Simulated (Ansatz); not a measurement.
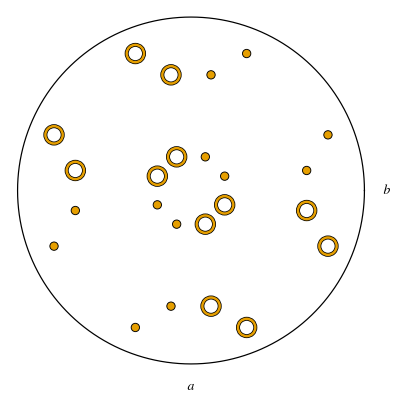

Stereographic projection: filled dots lie in the upper hemisphere, open rings in the lower. The c axis points at the viewer. The poles are all faces of one general form. Computed from the symmetry operations of a computed or model structure of composition AlP, which need not be its known form.

### Which point group is this?

-43m (Td), order 24, cubic system: three −4 axes, four threefold axes, six mirror planes.

### Which physical properties does it allow?

It is not centrosymmetric; not polar, but piezoelectricity is allowed; it is not chiral.
